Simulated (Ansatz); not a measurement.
# Nb(110) / 3 layers Li(110) / Nb(110): resistance against film thickness, part 2 of 2

Aim: what a thin film of another metal adds to the resistance, first Nb(110) / 3 layers Li(110) / Nb(110).

Ansatz 0.2.0; Ansatz plane-wave DFT, PBE, PAW files; ballistic transport by layer matching (Landauer), zero bias; PAW set soft_1.

So far. Step 2 (With 3 layers): The lead's potential steps by 4.4 meV from period to period, small in itself. The program estimates the junction's conductance to 13 % from the k-mesh, 2 % from the leads' distance from neutral and 723 % from their steps; more lead layers would test the latter. Step 3 (With 5 layers, film layers 5): The conductance of the junction is 2.7e14 S/m², 2.3 % under the 2.8e14 S/m² of the last finished run, within the error estimates, leads' steps apart, of 13 and 15 %.

**4. With 6 layers, film layers 6**

The stack now holds 6 film layers; the k-mesh follows the cell, and the energies span -0.27 to 0.27 eV.

System of this step: Nb(110) / 6 layers Li(110) / Nb(110). The cell holds 14 atoms: 8 Nb and 6 Li. Cell: a = 2.863 Å, b = 2.863 Å, c = 35.486 Å, α = 90.0°, β = 90.0°, γ = 109.5°. It derives from Nb and Li. Regions: lead, 8 atoms (8 Nb); films, 6 atoms (6 Li). The structure is stacked along c, and the current runs across the ab planes.

input.yaml

```yaml
crystal:
  lattice:
    - [1.65315, -2.3379071506, 0.0]
    - [1.65315, 2.3379071506, 0.0]
    - [0.0, 0.0, 35.4863921961]
  atoms:
    - { symbol: Nb, position: [0.0, 0.0, 0.0329408966] }
    - { symbol: Nb, position: [0.5, 0.5, 0.0988226897] }
    - { symbol: Nb, position: [0.0, 0.0, 0.1647044829] }
    - { symbol: Nb, position: [0.5, 0.5, 0.2305862761] }
    - { symbol: Li, position: [0.0, 0.0, 0.3029393105] }
    - { symbol: Li, position: [0.5, 0.5, 0.3817635863] }
    - { symbol: Li, position: [0.0, 0.0, 0.4605878621] }
    - { symbol: Li, position: [0.5, 0.5, 0.5394121379] }
    - { symbol: Li, position: [0.0, 0.0, 0.6182364137] }
    - { symbol: Li, position: [0.5, 0.5, 0.6970606895] }
    - { symbol: Nb, position: [0.0, 0.0, 0.7694137239] }
    - { symbol: Nb, position: [0.5, 0.5, 0.8352955171] }
    - { symbol: Nb, position: [0.0, 0.0, 0.9011773103] }
    - { symbol: Nb, position: [0.5, 0.5, 0.9670591034] }
kpoints:
  mp_grid: { grid: [14, 14, 1] }
hamiltonian:
  xc: pbe
  pseudopotentials: { kind: paw, azcp: { folder: soft_1 } }
scf:
  occupations: { method: fermi_dirac, width: 0.1 }
output:
  transmission:
    leads: [[0, 1]]
    kmesh: [26, 26]
    e_range: [-0.27, 0.27]
    de: 0.036
  write_potential: true
  write_density: true
  volumetric_format: npy
```

Run with:

```bash
ansatz run input.yaml --threads 4 --pin off --max-ram 8192MiB --backend cpu --events-out ev --progress --plain --runs-dir out
```

Numbers of over 12 decimals in the logs are rounded to 6 here.

What it wrote:

```text
[...]
Crystal: 14 atoms, lattice volume = 274.304 Å³
Basis set: ecut = 420 eV, 5389 PW (Γ)
Bands: 75, of which v1, the nominal top of the filled ones, is band 61 counted from 1 (60 counted from 0)
Symmetry: 8 space group operations
[...]
k-points: 57 of 196
[...]
--- Transmission ---
  basis      : 67 plane waves across, 52 finite elements along
  points     : 183, standing for a mesh of 26 x 26
[...]
filled         : 22.4 meV over the level at which it is neutral
    channels       : 1.826923e0 a spin
[...]
slowest decay  : 0.0568 /Å at (-0.4231, 0.1538)
  junction   : crystal 0 to crystal 0, 0.70 to 33.85 Å
    transmission   : 2.729650e-1 a spin
[...]
resistance     : 3.1465e-3 Ω µm² beyond half of each lead's own
[key lines of the parts left out:]
SCF converged after 9 iterations
Free energy (F): -37646.016413 eV
Fermi energy:    9.729795 eV
```

The job ended after 2.7 min (4 threads of Arm Neoverse V2, shared host; peak memory 1.2 GiB).

This step gave:

* free energy: -37646.0164 eV
* energy at zero smearing: -37645.7820 eV
* Fermi energy: 9.730 eV
* step of the lead's potential: 3.9 meV
* estimated errors of the lead's conductance: 0, 5.1, 2 % (band edges, k-mesh, distance from neutral)
* lead conductance per cell: 1.837 G₀
* junction conductance per cell: 0.2704 G₀
* estimated errors of the junction's conductance: 0.2, 0, 14.3, 68.1, 1.3 % (energy step, band edges, k-mesh, leads' steps, distance from neutral)
* area resistance that the stack adds (contact term taken off, spin by spin): 3.147 fΩ m²

Per spin. Table of transmission, zone mean by energy, zero at the Fermi level:

| energy (eV) | transmission, zone mean |
| --- | --- |
| -0.270 | 0.288 |
| -0.234 | 0.316 |
| -0.198 | 0.313 |
| -0.162 | 0.299 |
| -0.126 | 0.293 |
| -0.090 | 0.295 |
| -0.054 | 0.278 |
| -0.018 | 0.272 |
| 0.018 | 0.273 |
| 0.054 | 0.267 |
| 0.090 | 0.245 |
| 0.126 | 0.238 |
| 0.162 | 0.225 |
| 0.198 | 0.224 |
| 0.234 | 0.217 |
| 0.270 | 0.221 |

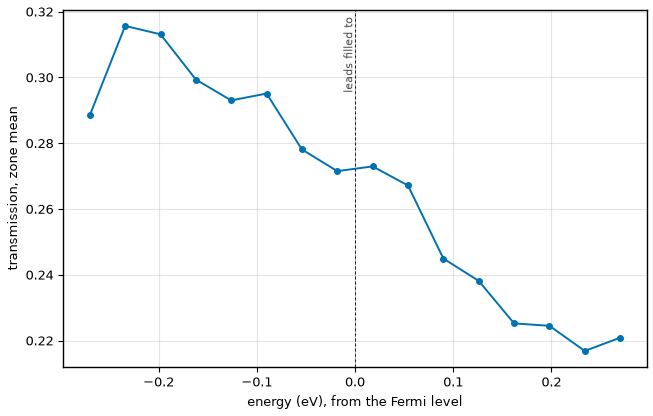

Transmission, zone mean against energy.

The conductance of the junction is 2.7e14 S/m², 0.074 % under the 2.7e14 S/m² of the last finished run, within the error estimates, leads' steps apart, of 15 and 14 %. The estimate from the leads' steps, 68 %, is larger still.

**5. With 8 layers, film layers 8**

The stack now holds 8 film layers; the k-mesh follows the cell, and the energies span -0.27 to 0.27 eV.

System of this step: Nb(110) / 8 layers Li(110) / Nb(110). The cell holds 16 atoms: 8 Nb and 8 Li. Its edges and angles: a = 2.863 Å, b = 2.863 Å, c = 41.081 Å, α = 90.0°, β = 90.0°, γ = 109.5°. It derives from Nb and Li. Regions: lead, 8 atoms (8 Nb); films, 8 atoms (8 Li). The structure is stacked along c, and the current runs across the ab planes.

input.yaml, the sections that differ from step 4:

```yaml
crystal:
  lattice:
    - [1.65315, -2.3379071506, 0.0]
    - [1.65315, 2.3379071506, 0.0]
    - [0.0, 0.0, 41.0807705265]
  atoms:
    - { symbol: Nb, position: [0.0, 0.0, 0.0284550061] }
    - { symbol: Nb, position: [0.5, 0.5, 0.0853650183] }
    - { symbol: Nb, position: [0.0, 0.0, 0.1422750304] }
    - { symbol: Nb, position: [0.5, 0.5, 0.1991850426] }
    - { symbol: Li, position: [0.0, 0.0, 0.2616850426] }
    - { symbol: Li, position: [0.5, 0.5, 0.3297750304] }
    - { symbol: Li, position: [0.0, 0.0, 0.3978650183] }
    - { symbol: Li, position: [0.5, 0.5, 0.4659550061] }
    - { symbol: Li, position: [0.0, 0.0, 0.5340449939] }
    - { symbol: Li, position: [0.5, 0.5, 0.6021349817] }
    - { symbol: Li, position: [0.0, 0.0, 0.6702249696] }
    - { symbol: Li, position: [0.5, 0.5, 0.7383149574] }
    - { symbol: Nb, position: [0.0, 0.0, 0.8008149574] }
    - { symbol: Nb, position: [0.5, 0.5, 0.8577249696] }
    - { symbol: Nb, position: [0.0, 0.0, 0.9146349817] }
    - { symbol: Nb, position: [0.5, 0.5, 0.9715449939] }
# kpoints, hamiltonian, scf, output: as in step 4
```

What it wrote:

```text
[...]
Crystal: 16 atoms, lattice volume = 317.547 Å³
Basis set: ecut = 420 eV, 6215 PW (Γ)
Bands: 80, of which v1, the nominal top of the filled ones, is band 64 counted from 1 (63 counted from 0)
Symmetry: 8 space group operations
[...]
k-points: 57 of 196
[...]
--- Transmission ---
  basis      : 67 plane waves across, 59 finite elements along
  points     : 183, standing for a mesh of 26 x 26
[...]
filled         : 22.4 meV over the level at which it is neutral
    channels       : 1.826923e0 a spin
[...]
slowest decay  : 0.0569 /Å at (-0.4231, 0.1538)
  junction   : crystal 0 to crystal 0, 0.70 to 39.44 Å
    transmission   : 2.784058e-1 a spin
[...]
resistance     : 3.1206e-3 Ω µm² beyond half of each lead's own
[key lines of the parts left out:]
SCF converged after 9 iterations
Free energy (F): -38055.336448 eV
Fermi energy:    8.514930 eV
```

Wall time 3.2 min (4 threads); peak memory 1.4 GiB.

Numbers from this step:

* free energy: -38055.3364 eV
* energy at zero smearing: -38055.0857 eV
* Fermi energy: 8.515 eV
* step of the lead's potential: 4.1 meV
* conductance of the junction: 2.73e14 S/m²
* junction conductance per cell: 0.2723 G₀
* estimated errors of the junction's conductance: 0.5, 0.4, 13.7, 6.4, 1.9 % (energy step, band edges, k-mesh, leads' steps, distance from neutral)
* area resistance that the stack adds (contact term taken off, spin by spin): 3.121 fΩ m²

Per spin. Transmission, zone mean against energy, zero at the Fermi level:

| energy (eV) | transmission, zone mean |
| --- | --- |
| -0.270 | 0.316 |
| -0.234 | 0.310 |
| -0.198 | 0.316 |
| -0.162 | 0.307 |
| -0.126 | 0.281 |
| -0.090 | 0.284 |
| -0.054 | 0.285 |
| -0.018 | 0.279 |
| 0.018 | 0.278 |
| 0.054 | 0.250 |
| 0.090 | 0.228 |
| 0.126 | 0.239 |
| 0.162 | 0.247 |
| 0.198 | 0.223 |
| 0.234 | 0.220 |
| 0.270 | 0.208 |

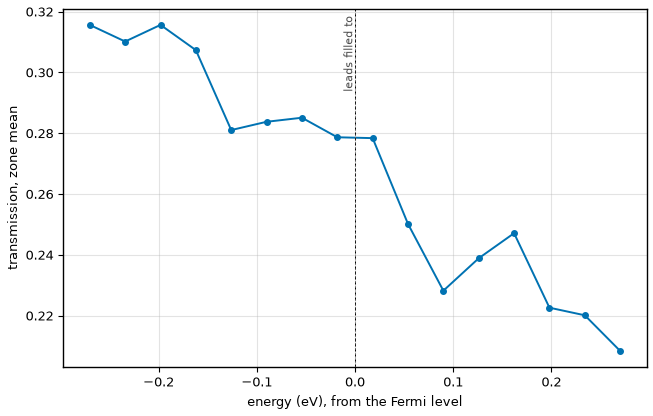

Transmission, zone mean, plotted against energy.

The conductance of the junction is 2.7e14 S/m², 0.71 % over the 2.7e14 S/m² of the last finished run, within the error estimates, leads' steps apart, of 14 and 14 %.

**6. With 10 layers, film layers 10**

The stack now holds 10 film layers; the k-mesh follows the cell, and the energies span -0.27 to 0.27 eV.

System of this step: Nb(110) / 10 layers Li(110) / Nb(110). The cell holds 18 atoms: 8 Nb and 10 Li. Its edges and angles: a = 2.863 Å, b = 2.863 Å, c = 46.675 Å, α = 90.0°, β = 90.0°, γ = 109.5°. It derives from Nb and Li. Regions: lead, 8 atoms (8 Nb); films, 10 atoms (10 Li). The structure is stacked along c, and the current runs across the ab planes.

input.yaml, the sections that differ from step 5:

```yaml
crystal:
  lattice:
    - [1.65315, -2.3379071506, 0.0]
    - [1.65315, 2.3379071506, 0.0]
    - [0.0, 0.0, 46.6751488569]
  atoms:
    - { symbol: Nb, position: [0.0, 0.0, 0.0250444531] }
    - { symbol: Nb, position: [0.5, 0.5, 0.0751333592] }
    - { symbol: Nb, position: [0.0, 0.0, 0.1252222654] }
    - { symbol: Nb, position: [0.5, 0.5, 0.1753111715] }
    - { symbol: Li, position: [0.0, 0.0, 0.2303200621] }
    - { symbol: Li, position: [0.5, 0.5, 0.2902489372] }
    - { symbol: Li, position: [0.0, 0.0, 0.3501778123] }
    - { symbol: Li, position: [0.5, 0.5, 0.4101066874] }
    - { symbol: Li, position: [0.0, 0.0, 0.4700355625] }
    - { symbol: Li, position: [0.5, 0.5, 0.5299644375] }
    - { symbol: Li, position: [0.0, 0.0, 0.5898933126] }
    - { symbol: Li, position: [0.5, 0.5, 0.6498221877] }
    - { symbol: Li, position: [0.0, 0.0, 0.7097510628] }
    - { symbol: Li, position: [0.5, 0.5, 0.7696799379] }
    - { symbol: Nb, position: [0.0, 0.0, 0.8246888285] }
    - { symbol: Nb, position: [0.5, 0.5, 0.8747777346] }
    - { symbol: Nb, position: [0.0, 0.0, 0.9248666408] }
    - { symbol: Nb, position: [0.5, 0.5, 0.9749555469] }
# kpoints, hamiltonian, scf, output: as in step 5
```

What it wrote:

```text
[...]
Crystal: 18 atoms, lattice volume = 360.791 Å³
Basis set: ecut = 420 eV, 7073 PW (Γ)
Bands: 85, of which v1, the nominal top of the filled ones, is band 67 counted from 1 (66 counted from 0)
Symmetry: 8 space group operations
[...]
k-points: 57 of 196
[...]
--- Transmission ---
  basis      : 67 plane waves across, 66 finite elements along
  points     : 183, standing for a mesh of 26 x 26
[...]
filled         : 22.8 meV over the level at which it is neutral
    channels       : 1.815089e0 a spin
[...]
slowest decay  : 0.0572 /Å at (-0.4231, 0.1538)
  junction   : crystal 0 to crystal 0, 0.70 to 45.04 Å
    transmission   : 2.666230e-1 a spin
[...]
resistance     : 3.1617e-3 Ω µm² beyond half of each lead's own
[key lines of the parts left out:]
SCF converged after 10 iterations
Free energy (F): -38464.657900 eV
Fermi energy:    7.593307 eV
```

Wall time 3.7 min (4 threads); peak memory 1.6 GiB.

This step gave:

- free energy: -38464.6579 eV
- energy at zero smearing: -38464.3935 eV
- Fermi energy: 7.593 eV
- estimated errors of the lead's conductance: 0, 5.1, 2.1 % (band edges, k-mesh, distance from neutral)
- conductance of the junction: 2.70e14 S/m²
- junction conductance per cell: 0.2693 G₀
- estimated errors of the junction's conductance: 0.2, 0.3, 14.6, 242.7, 0.9 % (energy step, band edges, k-mesh, leads' steps, distance from neutral)
- area resistance that the stack adds (contact term taken off, spin by spin): 3.162 fΩ m²

Per spin. Transmission, zone mean against energy, zero at the Fermi level:

| energy (eV) | transmission, zone mean |
| --- | --- |
| -0.270 | 0.283 |
| -0.234 | 0.308 |
| -0.198 | 0.331 |
| -0.162 | 0.317 |
| -0.126 | 0.300 |
| -0.090 | 0.273 |
| -0.054 | 0.270 |
| -0.018 | 0.274 |
| 0.018 | 0.267 |
| 0.054 | 0.260 |
| 0.090 | 0.255 |
| 0.126 | 0.229 |
| 0.162 | 0.227 |
| 0.198 | 0.233 |
| 0.234 | 0.222 |
| 0.270 | 0.225 |

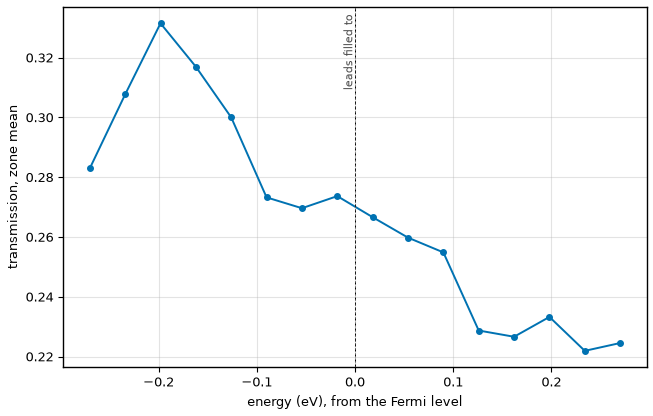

Transmission, zone mean against energy.

The conductance of the junction is 2.7e14 S/m², 1.1 % under the 2.7e14 S/m² of the last finished run, within the error estimates, leads' steps apart, of 14 and 15 %. The estimate from the leads' steps, 243 %, is larger still.

**7. All levels side by side**

Times are for 4 threads of Arm Neoverse V2, shared host. The runs compared:

| no. | film layers | area resistance that the stack adds (contact term taken off, spin by spin) (fΩ m²) | conductance of the junction (S/m²) | time | memory (GiB) |
| --- | --- | --- | --- | --- | --- |
| 1 | 3 | 3.059 | 2.78e14 | 4.9 min | 1.1 |
| 2 | 5 | 3.143 | 2.71e14 | 2.8 min | 1.2 |
| 3 | 6 | 3.147 | 2.71e14 | 2.7 min | 1.2 |
| 4 | 8 | 3.121 | 2.73e14 | 3.2 min | 1.4 |
| 5 | 10 | 3.162 | 2.70e14 | 3.7 min | 1.6 |

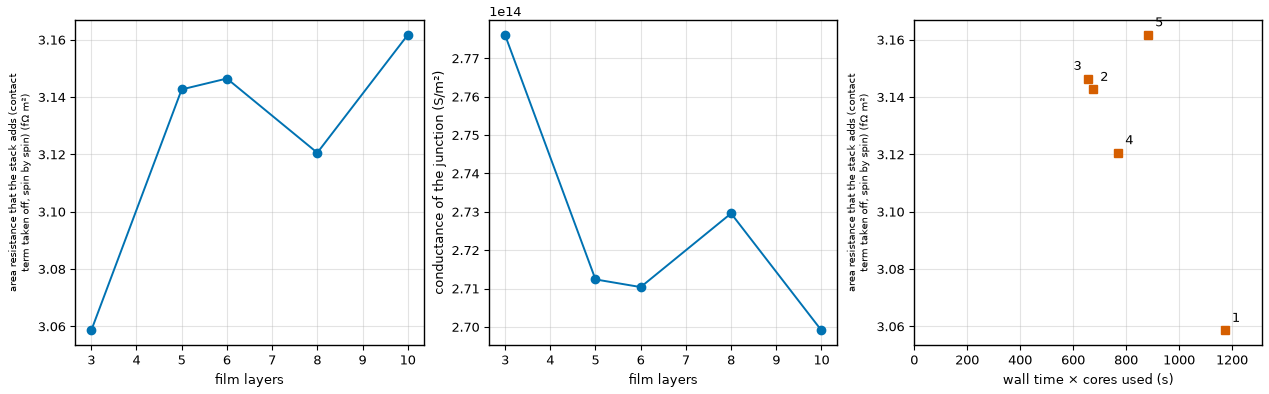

The series as plots; the last panel sets the first result against cost, with the runs numbered as in the table.

**8. Results**

```yaml
area_resistance_3_layers: 3.06 fΩ m²
area_resistance_5_layers: 3.14 fΩ m²
area_resistance_6_layers: 3.15 fΩ m²
area_resistance_8_layers: 3.12 fΩ m²
area_resistance_10_layers: 3.16 fΩ m²
```

In words: The stack adds 3.1 fΩ m² with 3 layers and 3.2 fΩ m² with 10. From 5 layers on no step exceeds the two runs' error estimates together, as expected where only the two interfaces scatter; half the mean, 1.6 fΩ m², is a rough coherent figure for one interface. Atoms sit on ideal sites and aren't relaxed. The program's error estimate for the conductance, leads' steps apart, is near 15 %. The program's estimate of the error from the leads' steps alone runs to 723 %, although the steps are small; only longer leads would test it. Li(110) is compressed by 5.8 % in plane to fit Nb(110), at its own atomic volume. 1 further run is left out: refused by the program, or repeats without effect or without named leads.

[Logs are printed without paths, hosts, clocks, repeated set-up lines and the standing remarks that a program may print on its own settings, such as how far it seeks lower states.]

[Hosts, paths, dates, database ids (printed as entryN), source tags and the programs' standing remarks are cut or masked in the printed files.]
